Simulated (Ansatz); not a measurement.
## PtS2: molecular dynamics (part 2 of 2)

Continued. System: PtS2 (P-3m1, 12 atoms in the cell). Method: DFT, r2SCAN, plane waves, PAW, no spin polarisation (Ansatz 0.2.0); cutoff 500 eV, 3×3×4 k-mesh, Fermi–Dirac smearing of 0.02 eV. The structure derives from an entry of the Crystallography Open Database. The geometry comes from this level: r2scan-rvv10. It belongs to a series of runs on one base structure; here: NVT, Nosé–Hoover thermostat at 200 K.

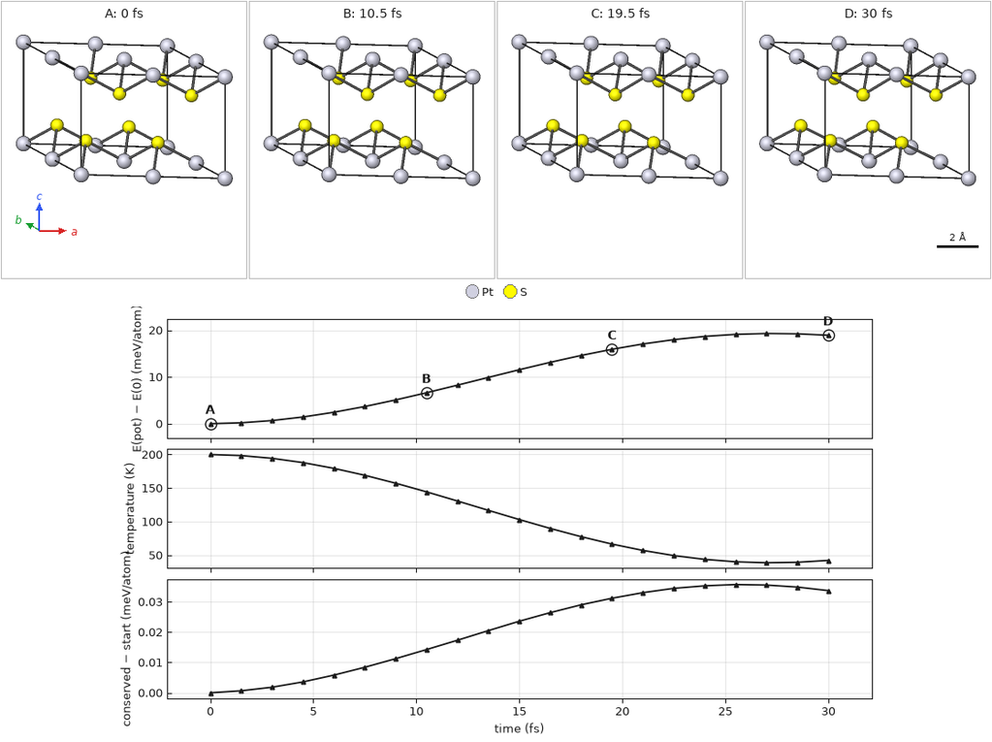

*Frames of the molecular dynamics (ball-and-stick, simulation cell, seen slightly off an axis) above the curves, on which the letters mark them.*

The trajectory kept here has 21 frames over 30 fs. The temperature starts at 200 K, ranges from 39 to 200 K and averages 59 K over the second half. The potential energy ends 18.9 meV/atom above its first value. The conserved quantity stays within 0.036 meV/atom. With the common drift removed, the root-mean-square displacement is 0.05 Å.

```
SCF converged after 2 iterations
Free energy (F): -57398.757815 eV
Harris-Foulkes:  -57398.757815 eV  (|F-HF|=3.64e-11)
Internal energy: -57398.757815 eV  (E = F + TS)
E sigma→0 (E₀):  -57398.757815 eV
Fermi energy:    10.807473 eV
--- Per-component energies (eV) ---
  E_band       = -1402.594018
  E_kinetic    = 3397.376333
  E_local      = -12410.664409  (includes V_loc(G=0)·N_el)
  E_nonlocal   = 1027.240770
  E_hartree    = 4897.089845
  E_xc         = -1733.373240
  E_vxc        = -2105.267568  (∫ρ·V_xc dr)
  E_paw        = -42791.632296  (= ΣΔE_a)
  E_vpaw       = -1227.160191  (= ΣTr[D̂ρ^β])
  E_aug_tail   = 0.000624  (compensation charges beyond the density's cutoff)
  E_vtau       = 121.700627  (kinetic-family band-sum trace: ∫τ·v_τ [+ j·A + Jᵃ·Aᵃ] dr)
  E_ewald      = -9782.991331
  E_core_change = -1.804112  (= ΣΔE_core)
  E_smearing   = -0.000000  (= −TS)
  E_closure    = -0.000000  (closes the sum)
  Σ components = -57398.757815   (vs F -57398.757815, Δ=0.00e0)
--- Forces (eV/Å), atoms counted from 1 ---
  atom   1  Pt     0.62442554     0.12097380    -0.64733784
  atom   2  S      0.10457996     0.81667094    -0.04647060
  atom   3  S      0.11810559     0.05177430     0.73987456
  atom   4  Pt     0.09186977    -0.48849149    -0.95239381
  atom   5  S     -0.10780009     0.24189662     0.56132136
  atom   6  S      0.22350182    -0.78697973     0.59494630
  atom   7  Pt     0.30447821     0.17369248    -0.76295256
  atom   8  S      0.04704185     0.40437320     0.29691422
  atom   9  S     -0.39118023    -0.04010130     0.03387734
  atom  10  Pt    -1.11217623    -0.33028042    -0.25416564
  atom  11  S      0.02844190    -0.60636144    -0.05893723
  atom  12  S      0.06870638     0.44283528     0.49532899
  max |Σ_I F_I| component: 5.53e-6 eV/Å
--- MD trajectory: 20 steps, t = 0.0 → 30.0 fs ---
  final state: T = 42.2 K   F+E_penalty+E_count = -57398.75781480 eV   E_kin = 0.059950 eV
  conserved energy: peak-to-peak 4.278e-4 eV (3.565e-5 eV/atom) over 30.0 fs
```

## Trajectory as extended XYZ (Å, eV, eV/Å), 8 of the 21 frames kept, from step=0 to step=20
```
12
Lattice="7.1052 0.0000 0.0000 -3.5526 6.1533 0.0000 0.0000 0.0000 5.1228" Properties=species:S:1:pos:R:3:forces:R:3 step=0 time_fs=0.0 energy=-57398.98473 temperature=200.0
Pt    0.0000    0.0000    0.0000    0.0000   0.0000   0.0000
S     0.0000    2.0511    1.2257    0.0000   0.0000  -0.0432
S     1.7763    1.0256    3.8972    0.0000   0.0000   0.0432
Pt   -1.7763    3.0767    0.0000    0.0000   0.0000   0.0000
S    -1.7763    5.1278    1.2257    0.0000   0.0000  -0.0432
S     0.0000    4.1022    3.8972    0.0000   0.0000   0.0432
Pt    3.5526    0.0000    0.0000    0.0000   0.0000   0.0000
S     3.5526    2.0511    1.2257    0.0000   0.0000  -0.0432
S     5.3289    1.0256    3.8972    0.0000   0.0000   0.0432
Pt    1.7763    3.0767    0.0000    0.0000   0.0000   0.0000
S     1.7763    5.1278    1.2257    0.0000   0.0000  -0.0432
S     3.5526    4.1022    3.8972    0.0000   0.0000   0.0432
12
Lattice="7.1052 0.0000 0.0000 -3.5526 6.1533 0.0000 0.0000 0.0000 5.1228" Properties=species:S:1:pos:R:3:forces:R:3 step=3 time_fs=4.5 energy=-57398.96751 temperature=187.9
Pt   -0.0049   -0.0033   -0.0001    0.1405  -0.0346  -0.2109
S     0.0013    2.0310    1.2265    0.0579   0.2517  -0.0668
S     1.7722    1.0244    3.8781    0.0248   0.0258   0.2497
Pt   -1.7743    3.0785    0.0076    0.0426  -0.1173  -0.2269
S    -1.7767    5.1238    1.2135   -0.0486   0.0518   0.1031
S    -0.0048    4.1214    3.8837    0.0821  -0.2308   0.2291
Pt    3.5483    0.0009    0.0032    0.0539   0.0751  -0.2260
S     3.5513    2.0425    1.2204    0.0023   0.1070   0.0276
S     5.3360    1.0283    3.8978   -0.1124   0.0038   0.0726
Pt    1.7841    3.0790   -0.0008   -0.2616  -0.0524  -0.0884
S     1.7742    5.1415    1.2273    0.0120  -0.1927  -0.0532
S     3.5542    4.0897    3.8845    0.0065   0.1125   0.1902
12
Lattice="7.1052 0.0000 0.0000 -3.5526 6.1533 0.0000 0.0000 0.0000 5.1228" Properties=species:S:1:pos:R:3:forces:R:3 step=6 time_fs=9.0 energy=-57398.92373 temperature=157.2
Pt   -0.0098   -0.0066   -0.0005    0.2725  -0.0627  -0.4011
S     0.0030    2.0123    1.2270    0.1039   0.4818  -0.0751
S     1.7682    1.0234    3.8605    0.0491   0.0462   0.4315
Pt   -1.7723    3.0802    0.0149    0.0768  -0.2346  -0.4417
S    -1.7774    5.1201    1.2020   -0.0937   0.1058   0.2474
S    -0.0091    4.1393    3.8717    0.1496  -0.4357   0.3824
Pt    3.5440    0.0019    0.0061    0.1072   0.1398  -0.4332
S     3.5499    2.0346    1.2152    0.0061   0.2112   0.1014
S     5.3424    1.0312    3.8988   -0.2149   0.0078   0.0920
Pt    1.7916    3.0812   -0.0017   -0.4936  -0.1080  -0.1652
S     1.7722    5.1540    1.2286    0.0218  -0.3649  -0.0552
S     3.5559    4.0779    3.8730    0.0153   0.2134   0.3166
12
Lattice="7.1052 0.0000 0.0000 -3.5526 6.1533 0.0000 0.0000 0.0000 5.1228" Properties=species:S:1:pos:R:3:forces:R:3 step=9 time_fs=13.5 energy=-57398.86592 temperature=116.8
Pt   -0.0143   -0.0101   -0.0012    0.3897  -0.0751  -0.5551
S     0.0053    1.9966    1.2271    0.1347   0.6708  -0.0718
S     1.7645    1.0227    3.8455    0.0714   0.0598   0.5784
Pt   -1.7701    3.0817    0.0219    0.1008  -0.3415  -0.6309
S    -1.7787    5.1170    1.1919   -0.1291   0.1576   0.3775
S    -0.0125    4.1545    3.8620    0.1997  -0.6027   0.4976
Pt    3.5397    0.0030    0.0086    0.1582   0.1878  -0.6054
S     3.5486    2.0280    1.2107    0.0118   0.3031   0.1719
S     5.3475    1.0340    3.9004   -0.3003   0.0093   0.0999
Pt    1.7986    3.0834   -0.0028   -0.6913  -0.1641  -0.2251
S     1.7703    5.1643    1.2296    0.0283  -0.5036  -0.0523
S     3.5577    4.0674    3.8634    0.0262   0.2986   0.4153
12
Lattice="7.1052 0.0000 0.0000 -3.5526 6.1533 0.0000 0.0000 0.0000 5.1228" Properties=species:S:1:pos:R:3:forces:R:3 step=11 time_fs=16.5 energy=-57398.82726 temperature=89.9
Pt   -0.0171   -0.0124   -0.0020    0.4570  -0.0704  -0.6312
S     0.0073    1.9884    1.2268    0.1461   0.7661  -0.0661
S     1.7622    1.0224    3.8374    0.0845   0.0650   0.6535
Pt   -1.7687    3.0825    0.0261    0.1106  -0.4017  -0.7371
S    -1.7799    5.1155    1.1865   -0.1447   0.1882   0.4502
S    -0.0141    4.1626    3.8571    0.2228  -0.6885   0.5526
Pt    3.5370    0.0038    0.0099    0.1902   0.2082  -0.6941
S     3.5478    2.0246    1.2082    0.0166   0.3530   0.2136
S     5.3499    1.0360    3.9017   -0.3448   0.0076   0.0985
Pt    1.8029    3.0847   -0.0036   -0.8034  -0.2002  -0.2537
S     1.7692    5.1696    1.2300    0.0309  -0.5725  -0.0497
S     3.5589    4.0614    3.8584    0.0343   0.3454   0.4635
12
Lattice="7.1052 0.0000 0.0000 -3.5526 6.1533 0.0000 0.0000 0.0000 5.1228" Properties=species:S:1:pos:R:3:forces:R:3 step=14 time_fs=21.0 energy=-57398.78011 temperature=57.1
Pt   -0.0210   -0.0159   -0.0038    0.5385  -0.0390  -0.6984
S     0.0110    1.9799    1.2262    0.1488   0.8541  -0.0567
S     1.7593    1.0223    3.8286    0.1007   0.0669   0.7290
Pt   -1.7664    3.0834    0.0319    0.1160  -0.4678  -0.8597
S    -1.7826    5.1142    1.1806   -0.1527   0.2239   0.5303
S    -0.0154    4.1714    3.8526    0.2419  -0.7751   0.6032
Pt    3.5331    0.0053    0.0114    0.2340   0.2199  -0.7800
S     3.5466    2.0213    1.2057    0.0254   0.4043   0.2630
S     5.3518    1.0389    3.9043   -0.3896  -0.0006   0.0868
Pt    1.8087    3.0866   -0.0051   -0.9421  -0.2503  -0.2779
S     1.7676    5.1745    1.2305    0.0322  -0.6356  -0.0477
S     3.5610    4.0541    3.8532    0.0469   0.3993   0.5079
12
Lattice="7.1052 0.0000 0.0000 -3.5526 6.1533 0.0000 0.0000 0.0000 5.1228" Properties=species:S:1:pos:R:3:forces:R:3 step=17 time_fs=25.5 energy=-57398.75548 temperature=40.1
Pt   -0.0243   -0.0195   -0.0062    0.5947   0.0250  -0.7041
S     0.0156    1.9765    1.2252    0.1347   0.8709  -0.0498
S     1.7570    1.0226    3.8242    0.1121   0.0623   0.7580
Pt   -1.7640    3.0838    0.0369    0.1098  -0.4981  -0.9324
S    -1.7862    5.1142    1.1779   -0.1405   0.2430   0.5687
S    -0.0152    4.1754    3.8518    0.2421  -0.8082   0.6170
Pt    3.5294    0.0070    0.0120    0.2722   0.2083  -0.8037
S     3.5456    2.0204    1.2047    0.0358   0.4223   0.2920
S     5.3513    1.0419    3.9074   -0.4054  -0.0166   0.0648
Pt    1.8136    3.0882   -0.0068   -1.0453  -0.2940  -0.2782
S     1.7662    5.1756    1.2307    0.0311  -0.6470  -0.0505
S     3.5633    4.0492    3.8511    0.0588   0.4322   0.5184
12
Lattice="7.1052 0.0000 0.0000 -3.5526 6.1533 0.0000 0.0000 0.0000 5.1228" Properties=species:S:1:pos:R:3:forces:R:3 step=20 time_fs=30.0 energy=-57398.75781 temperature=42.2
Pt   -0.0270   -0.0230   -0.0094    0.6244   0.1210  -0.6473
S     0.0211    1.9785    1.2238    0.1046   0.8167  -0.0465
S     1.7553    1.0233    3.8244    0.1181   0.0518   0.7399
Pt   -1.7614    3.0837    0.0409    0.0919  -0.4885  -0.9524
S    -1.7906    5.1158    1.1787   -0.1078   0.2419   0.5613
S    -0.0136    4.1745    3.8548    0.2235  -0.7870   0.5949
Pt    3.5260    0.0088    0.0119    0.3045   0.1737  -0.7630
S     3.5448    2.0220    1.2054    0.0470   0.4044   0.2969
S     5.3483    1.0447    3.9109   -0.3912  -0.0401   0.0339
Pt    1.8174    3.0895   -0.0088   -1.1122  -0.3303  -0.2542
S     1.7650    5.1727    1.2305    0.0284  -0.6064  -0.0589
S     3.5661    4.0470    3.8521    0.0687   0.4428   0.4953
```

This output came from the following input.

## Input file
```yaml
crystal:
  lattice:
    - [7.1052481869, 0.0, 0.0]
    - [-3.5526240935, 6.1533254301, 0.0]
    - [0.0, 0.0, 5.1228306381]
  atoms:
    - { symbol: Pt, position: [0.0, 0.0, 0.0] }
    - { symbol: S, position: [0.1666666667, 0.3333333333, 0.2392542164] }
    - { symbol: S, position: [0.3333333333, 0.1666666667, 0.7607457836] }
    - { symbol: Pt, position: [0.0, 0.5, 0.0] }
    - { symbol: S, position: [0.1666666667, 0.8333333333, 0.2392542164] }
    - { symbol: S, position: [0.3333333333, 0.6666666667, 0.7607457836] }
    - { symbol: Pt, position: [0.5, 0.0, 0.0] }
    - { symbol: S, position: [0.6666666667, 0.3333333333, 0.2392542164] }
    - { symbol: S, position: [0.8333333333, 0.1666666667, 0.7607457836] }
    - { symbol: Pt, position: [0.5, 0.5, 0.0] }
    - { symbol: S, position: [0.6666666667, 0.8333333333, 0.2392542164] }
    - { symbol: S, position: [0.8333333333, 0.6666666667, 0.7607457836] }
kpoints:
  mp_grid: { grid: [3, 3, 4] }
hamiltonian:
  xc: r2scan
scf:
  occupations: { method: fermi_dirac, width: 0.02 }
md:
  ensemble: nvt_nose_hoover
  temperature: 200
  timestep: 1.5
  n_steps: 20
  initial_velocities: maxwell_boltzmann
  seed: 2660
```

Run as:
```bash
ansatz run input.yaml --threads 4 --pin off --max-ram 3686MiB --backend cpu --events-out ev --progress --plain --runs-dir out
```

## Results in brief

- outcome: finished
- mean temperature over the second half: 59 K
- trajectory: 20 steps, 30 fs
- ensemble: nvt_nose_hoover
- temperature in the input: 200 K
- time step: 1.5 fs
- space group of the start (tolerance 0.01 Å): P-3m1 (164)
- electrons treated: 120
- potential energy (free energy of the electrons) (last step): −57398.7578 eV
- Fermi energy (last step): 10.807 eV
- largest force (length of the vector) (last step): 1.188 eV/Å
- hardware: 4 threads of Arm Neoverse V2, 24 GiB of memory available, shared host
- wall time: 2.8 min (CPU time 11 min)
- peak memory: 1.4 GiB

## Notes

Spin–orbit coupling is left out, which matters for Pt. So short a trajectory is not equilibrated. The temperature stays far from the 200 K of the thermostat over the second half: the run isn't equilibrated.
